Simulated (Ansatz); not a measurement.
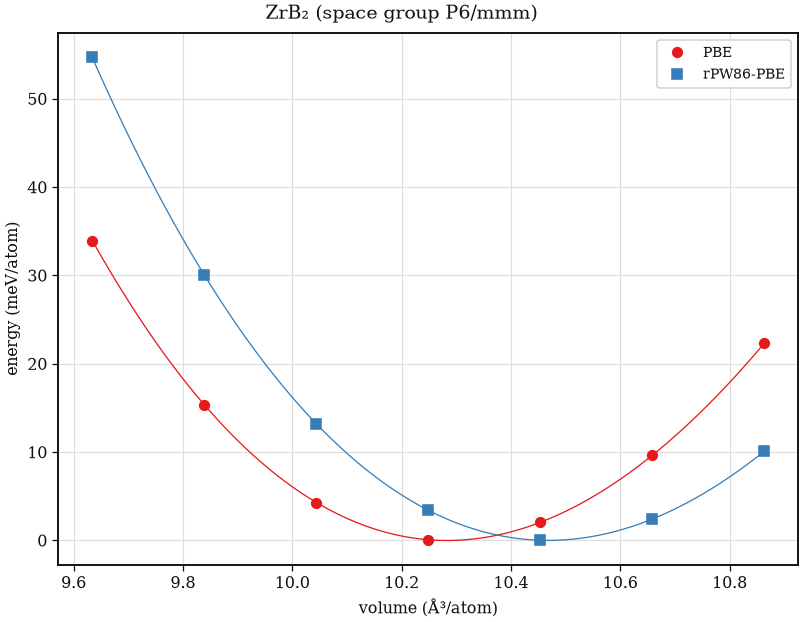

The picture above shows the energy against volume, with one curve for each functional, for ZrB₂ (space group P6/mmm).

Calculation (Ansatz 0.2.0): plane-wave DFT, no spin polarisation; energies at scaled volumes of the given cell, shape and fractions fixed, counted from the fit's minimum, third-order Birch-Murnaghan fit. All runs: no spin polarisation.

| setting | value |
| --- | --- |
| k mesh | 10×10×8 |
| potentials | Ansatz PAW |
| wave cutoff | 420 eV |
| density cutoff | 1680 eV |

Settings that differ: PBE: occupations Fermi–Dirac, smearing width 0.05 eV; rPW86-PBE: occupations Gaussian, smearing width 0.1 eV.

Order the curves by fitted equilibrium volume, smallest first.

Answer. PBE 10.283, rPW86-PBE 10.468 Å³/atom.

Order the curves by fitted bulk modulus, smallest first.

Answer. rPW86-PBE 230.1, PBE 239.0 GPa.

Keep in mind: the functional was run on potentials made for another functional (rPW86-PBE); shape and atomic fractions are frozen while scaling, which makes layered, chain and framework solids too stiff.
